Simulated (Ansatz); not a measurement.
## Run report: Ga15As17, geometry relaxation (part 3 of 3)

Ga15As17 (defect cell, 32 atoms in the cell); DFT PBE, scalar-relativistic, plane waves, PAW, no spin polarisation (Ansatz 0.2.0); cutoff 420 eV, 2×2×2 k-mesh, Gaussian smearing of 0.02 eV. The structure derives from an entry of the Crystallography Open Database.

### Output, continued
```
--- Relaxed structure (4 steps of the walk, 4 accepted, 0 SCFs on fresh bases) ---
  F+E_penalty+E_count = -139308.83020540 eV   max|allowed force component| = 2.885e-3 eV/Å
  atoms:
    - { symbol: As, position: [0.24971165405763893, 0.5002473380536195, 0.24940384784281905] }
    - { symbol: Ga, position: [-0.00247892563229701, 0.5000870180294891, 0.5008670452640812] }
    - { symbol: Ga, position: [0.501101960618837, 0.2479602009450828, 0.2492733391718194] }
    - { symbol: Ga, position: [0.24957504643118653, 0.24794340375214552, 0.5007779382713592] }
    - { symbol: Ga, position: [-0.0018341359419300762, 0.24868359412835003, 0.7458046133997912] }
    - { symbol: Ga, position: [0.7496317882666752, 0.5002140872448242, 0.7493163166748631] }
    - { symbol: Ga, position: [0.5011533668232254, 0.5001005008648424, -0.002762333560556948] }
    - { symbol: Ga, position: [-0.002536730940267129, 0.7516317366336447, 0.24929336159411886] }
    - { symbol: Ga, position: [0.7495915589450448, 0.00013724515446855712, 0.2493442837550509] }
    - { symbol: Ga, position: [0.5017752332501737, 0.003782807613266624, 0.5014596882619844] }
    - { symbol: Ga, position: [0.2496749855313109, 0.000169860365749952, 0.7492840775278595] }
    - { symbol: Ga, position: [-0.0018249249610051987, -0.0034790758871658597, -0.00212683199139899] }
    - { symbol: Ga, position: [0.7460850716466361, 0.24868634770758685, -0.0020999334578655215] }
    - { symbol: Ga, position: [0.7532456447663884, 0.7522339757934149, 0.5014251772064164] }
    - { symbol: Ga, position: [0.5017085244460626, 0.7522383836502902, 0.7529346943647246] }
    - { symbol: Ga, position: [0.24960138835033857, 0.7516969527182046, -0.0027207019613187666] }
    - { symbol: As, position: [0.24959842358863357, 0.7636682564309285, 0.2493726195139628] }
    - { symbol: As, position: [0.001410553932418776, 0.7508794526016126, 0.5000957944112271] }
    - { symbol: As, position: [0.5130847907185816, 0.5000762980158365, 0.24933956822304337] }
    - { symbol: As, position: [0.24961659910088407, 0.5000791686279284, 0.5127341473741438] }
    - { symbol: As, position: [-0.0011571562941499886, 0.5001524919062228, 0.7503645501623142] }
    - { symbol: As, position: [0.7486504164494131, 0.7484492323357876, 0.748362697737061] }
    - { symbol: As, position: [0.500355572916833, 0.7508663347116464, 0.001098127134760138] }
    - { symbol: As, position: [-0.0012244890419443183, 0.0011009394998286182, 0.24931972316672613] }
    - { symbol: As, position: [0.7506127370632008, 0.24933940599039137, 0.24935133960286873] }
    - { symbol: As, position: [0.5004063888715409, 0.25192336392500025, 0.5001035188577128] }
    - { symbol: As, position: [0.24963071677544604, 0.24937522867456932, 0.7503092584524668] }
    - { symbol: As, position: [-0.013671388538457993, 0.23678698672726683, -0.013942721763414462] }
    - { symbol: As, position: [0.7506182956048073, 0.5001219213378696, -0.001488340787956316] }
    - { symbol: As, position: [0.7486756950823121, -0.00083270925437684, 0.4976322795798124] }
    - { symbol: As, position: [0.4979470185236394, -0.0008122298003839096, 0.7483766178658626] }
    - { symbol: As, position: [0.24962380808882179, 0.0011303802020568576, -0.0015296656943402515] }
```

### Trajectory as extended XYZ (Å, eV, eV/Å), 4 frames, from step=1 to step=4
```
32
Lattice="-5.7454 -5.7454 5.7454 5.7454 -5.7454 -5.7454 5.7454 5.7454 5.7454" Properties=species:S:1:pos:R:3:forces:R:3 step=1 energy=-139308.38360
As    2.8632   -2.8535   -0.0180    0.2143  -0.6270  -0.1393
Ga    5.7454    0.0000    0.0000    0.1756   0.1948  -0.1752
Ga    0.0000   -2.8727    2.8727    0.0597  -0.0962  -0.1205
Ga    2.8727    0.0000    2.8727    0.1278  -0.0965  -0.1688
Ga    5.7454    2.8727    2.8727   -0.0276  -0.0940  -0.0365
Ga    2.8727   -2.8727    5.7454   -0.0046   0.0079   0.0456
Ga    0.0000   -5.7454    0.0000   -0.1650  -0.1490  -0.1524
Ga    5.7454   -2.8727   -2.8727   -0.0536  -0.0235  -0.0328
Ga   -2.8727   -2.8727    5.7454   -0.0036  -0.0366   0.0006
Ga    0.0000    0.0000    5.7454   -0.1203   0.0699  -0.0693
Ga    2.8727    2.8727    5.7454    0.0369   0.0069   0.0000
Ga    0.0000    0.0000    0.0000    0.0337  -0.0370   0.0439
Ga   -2.8727   -5.7454    2.8727    0.0585  -0.0231  -0.0046
Ga    2.8727   -5.7454    2.8727   -0.0233   0.0207  -0.0842
Ga    5.7454   -2.8727    2.8727   -0.0598   0.0614  -0.1217
Ga    2.8727   -5.7454   -2.8727   -0.3141  -0.2920  -0.3219
As    4.2718   -4.3534   -1.5060    1.0142  -0.1606  -0.0408
As    7.1817   -1.4363   -1.4363   -0.0318  -0.0235   0.0061
As    1.4290   -4.3313    1.3862   -0.5993  -0.3958   1.0691
As    4.3197   -1.4424    1.3500    0.5833   0.7781   1.4084
As    7.1817    1.4363    1.4363    0.0045  -0.0042  -0.0115
As    4.3090   -4.3090    4.3090   -0.0335   0.0225  -0.0689
As    1.4363   -7.1817   -1.4363   -0.0194   0.0118  -0.0272
As    1.4363    1.4363    1.4363    0.0244  -0.0041  -0.0348
As   -1.4363   -4.3090    4.3090   -0.0098  -0.0010  -0.0020
As    1.4363   -1.4363    4.3090    0.0519  -0.0535  -0.0603
As    4.3090    1.4363    4.3090    0.0117  -0.0115  -0.0088
As    1.4525   -1.4635   -1.4265   -0.8805   0.9861  -0.8163
As   -1.4363   -7.1817    1.4363   -0.0129  -0.0167  -0.0029
As   -1.4363   -1.4363    7.1817    0.0168   0.0286   0.0011
As    1.4363    1.4363    7.1817   -0.0504  -0.0022  -0.0240
As   -1.4363   -1.4363    1.4363   -0.0037  -0.0408  -0.0503
32
Lattice="-5.7454 -5.7454 5.7454 5.7454 -5.7454 -5.7454 5.7454 5.7454 5.7454" Properties=species:S:1:pos:R:3:forces:R:3 step=2 energy=-139308.81745
As    2.8710   -2.8625    0.0049    0.0614  -0.1967  -0.0380
Ga    5.7662    0.0287    0.0035   -0.0162  -0.0358  -0.0473
Ga   -0.0364   -2.8661    2.8890    0.0388  -0.0340  -0.0163
Ga    2.8592    0.0307    2.8871    0.0261  -0.0409  -0.0200
Ga    5.7292    2.8577    2.8487    0.0498   0.0524   0.0557
Ga    2.8727   -2.8785    5.7409   -0.0037  -0.0080  -0.0463
Ga   -0.0261   -5.7707   -0.0041    0.0371   0.0132  -0.0288
Ga    5.7699   -2.8649   -2.9089   -0.0144  -0.0501   0.0402
Ga   -2.8729   -2.8694    5.7334   -0.0043   0.0082  -0.0196
Ga    0.0233   -0.0320    5.7422   -0.0119   0.0154  -0.0890
Ga    2.8700    2.8640    5.7326   -0.0222  -0.0050  -0.0173
Ga   -0.0279    0.0249    0.0020    0.0334  -0.0341  -0.0850
Ga   -2.8626   -5.7269    2.8436   -0.0701  -0.0346   0.0595
Ga    2.8727   -5.7777    2.8849   -0.0570   0.0430  -0.0215
Ga    5.7672   -2.8804    2.8840   -0.0504   0.0492  -0.0415
Ga    2.8845   -5.7667   -2.8985   -0.0547  -0.0481  -0.0273
As    4.3957   -4.3943   -1.5360    0.0249   0.0845   0.1188
As    7.1686   -1.4447   -1.4293    0.0579  -0.0231   0.0160
As    1.3424   -4.3860    1.5137    0.0546  -0.0024  -0.0030
As    4.3747   -1.3510    1.5050    0.0520   0.0000   0.0639
As    7.1986    1.4392    1.4394    0.0180   0.0445  -0.0352
As    4.2944   -4.3037    4.2876    0.0187   0.0026   0.0920
As    1.4404   -7.1735   -1.4427    0.0537  -0.0391   0.0644
As    1.4448    1.4382    1.4124    0.0096   0.0369   0.0112
As   -1.4457   -4.3153    4.3138   -0.0224   0.0489   0.0298
As    1.4491   -1.4550    4.2906   -0.0242   0.0245   0.0840
As    4.3139    1.4361    4.3095   -0.0576   0.0489   0.0380
As    1.3768   -1.3752   -1.4960   -0.0951   0.1010  -0.1013
As   -1.4478   -7.1948    1.4311   -0.0214  -0.0216  -0.0308
As   -1.4379   -1.4398    7.1711   -0.0493  -0.0323  -0.0299
As    1.4289    1.4360    7.1643    0.0628   0.0318   0.0002
As   -1.4394   -1.4519    1.4104   -0.0242   0.0008   0.0242
32
Lattice="-5.7454 -5.7454 5.7454 5.7454 -5.7454 -5.7454 5.7454 5.7454 5.7454" Properties=species:S:1:pos:R:3:forces:R:3 step=3 energy=-139308.82864
As    2.8766   -2.8876   -0.0104    0.0061   0.0152   0.0410
Ga    5.7648    0.0229   -0.0068   -0.0066  -0.0177  -0.0115
Ga   -0.0273   -2.8697    2.8886    0.0098   0.0086  -0.0064
Ga    2.8639    0.0235    2.8876    0.0026  -0.0170  -0.0095
Ga    5.7273    2.8645    2.8494    0.0086   0.0253   0.0043
Ga    2.8715   -2.8764    5.7357    0.0063  -0.0006  -0.0061
Ga   -0.0238   -5.7680   -0.0090   -0.0020  -0.0032  -0.0078
Ga    5.7679   -2.8693   -2.9041   -0.0024   0.0104  -0.0058
Ga   -2.8741   -2.8727    5.7363    0.0063   0.0099   0.0152
Ga    0.0212   -0.0252    5.7416    0.0028  -0.0025   0.0102
Ga    2.8696    2.8686    5.7363   -0.0092   0.0006   0.0146
Ga   -0.0225    0.0199    0.0003    0.0119  -0.0176  -0.0053
Ga   -2.8671   -5.7278    2.8479   -0.0152  -0.0137   0.0057
Ga    2.8725   -5.7695    2.8865   -0.0018   0.0086  -0.0043
Ga    5.7644   -2.8765    2.8853   -0.0161   0.0181  -0.0172
Ga    2.8744   -5.7676   -2.8999   -0.0322  -0.0146  -0.0229
As    4.3971   -4.3947   -1.5315   -0.0100   0.0154   0.0276
As    7.1770   -1.4482   -1.4317   -0.0025   0.0077   0.0038
As    1.3489   -4.3881    1.5111    0.0319  -0.0028  -0.0102
As    4.3776   -1.3566    1.5041    0.0157  -0.0310   0.0049
As    7.1938    1.4450    1.4304    0.0029  -0.0052   0.0226
As    4.2997   -4.3029    4.2990   -0.0084   0.0014   0.0010
As    1.4452   -7.1799   -1.4344    0.0005   0.0089   0.0007
As    1.4465    1.4371    1.4175   -0.0020  -0.0057  -0.0036
As   -1.4480   -4.3096    4.3142    0.0015  -0.0146  -0.0003
As    1.4452   -1.4496    4.2997    0.0020  -0.0008   0.0012
As    4.3068    1.4441    4.3126    0.0178  -0.0050   0.0001
As    1.3686   -1.3682   -1.5058   -0.0279   0.0144  -0.0434
As   -1.4493   -7.1957    1.4280    0.0020   0.0035   0.0143
As   -1.4455   -1.4378    7.1676   -0.0028  -0.0042  -0.0066
As    1.4337    1.4422    7.1671    0.0035   0.0006  -0.0055
As   -1.4392   -1.4513    1.4171    0.0065   0.0079  -0.0006
32
Lattice="-5.7454 -5.7454 5.7454 5.7454 -5.7454 -5.7454 5.7454 5.7454 5.7454" Properties=species:S:1:pos:R:3:forces:R:3 step=4 energy=-139308.83021
As    2.8723   -2.8759   -0.0065   -0.0010   0.0008  -0.0003
Ga    5.7651    0.0187   -0.0098    0.0009  -0.0017  -0.0009
Ga   -0.0222   -2.8715    2.8866    0.0014   0.0010   0.0020
Ga    2.8678    0.0187    2.8865    0.0010  -0.0017   0.0012
Ga    5.7243    2.8667    2.8456   -0.0003   0.0013   0.0003
Ga    2.8721   -2.8757    5.7381   -0.0010   0.0019  -0.0004
Ga   -0.0219   -5.7685   -0.0098    0.0010  -0.0008  -0.0010
Ga    5.7653   -2.8716   -2.9007    0.0016   0.0013   0.0010
Ga   -2.8733   -2.8749    5.7385   -0.0009   0.0026  -0.0002
Ga    0.0199   -0.0235    5.7422    0.0015  -0.0004  -0.0010
Ga    2.8714    2.8695    5.7384   -0.0015   0.0011  -0.0007
Ga   -0.0217    0.0183   -0.0027    0.0010  -0.0006  -0.0015
Ga   -2.8698   -5.7274    2.8457   -0.0016   0.0001   0.0003
Ga    2.8751   -5.7687    2.8867   -0.0010  -0.0007   0.0018
Ga    5.7653   -2.8785    2.8865    0.0009   0.0016   0.0015
Ga    2.8691   -5.7685   -2.9004   -0.0029  -0.0013   0.0004
As    4.3863   -4.3889   -1.5208   -0.0013  -0.0006   0.0013
As    7.1792   -1.4490   -1.4327    0.0014  -0.0001   0.0000
As    1.3578   -4.3884    1.5073    0.0012  -0.0012  -0.0020
As    4.3849   -1.3614    1.5069    0.0006  -0.0002  -0.0007
As    7.1913    1.4442    1.4309    0.0002  -0.0009  -0.0001
As    4.2985   -4.3018    4.3008   -0.0013   0.0010   0.0009
As    1.4456   -7.1824   -1.4330    0.0011  -0.0017   0.0000
As    1.4458    1.4331    1.4191   -0.0013  -0.0005   0.0006
As   -1.4474   -4.3125    4.3126    0.0003  -0.0007  -0.0005
As    1.4457   -1.4491    4.3009   -0.0006  -0.0002   0.0009
As    4.3093    1.4438    4.3123   -0.0004   0.0006   0.0005
As    1.3589   -1.3620   -1.5191   -0.0001  -0.0003  -0.0013
As   -1.4477   -7.1945    1.4306    0.0006  -0.0002  -0.0005
As   -1.4471   -1.4376    7.1653   -0.0012  -0.0020  -0.0016
As    1.4341    1.4435    7.1653    0.0016   0.0012  -0.0013
As   -1.4365   -1.4495    1.4189    0.0002   0.0013   0.0014
```

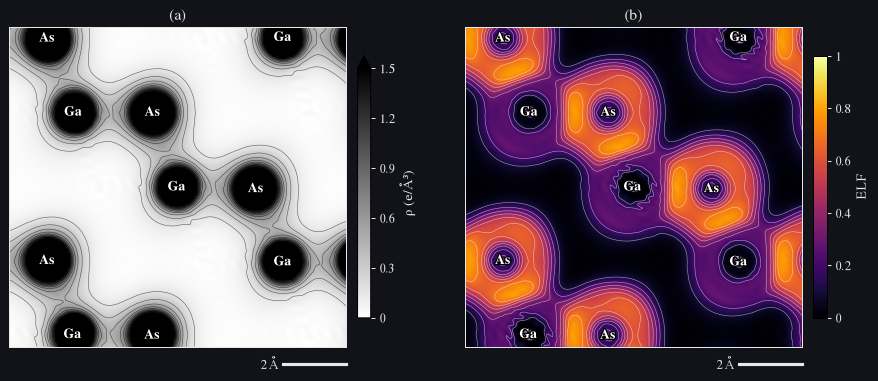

Fig. 1: (a) valence electron density; (b) electron localisation function on the (100) plane of the calculation cell. Atoms in the plane: Ga and As. The density dies away to nearly zero in the voids. The strong features right at Ga lie inside the PAW spheres (semicore, d or f shells) and say nothing about bonding. Core electrons are frozen (PAW), so the fields are smoothed inside the atomic spheres.
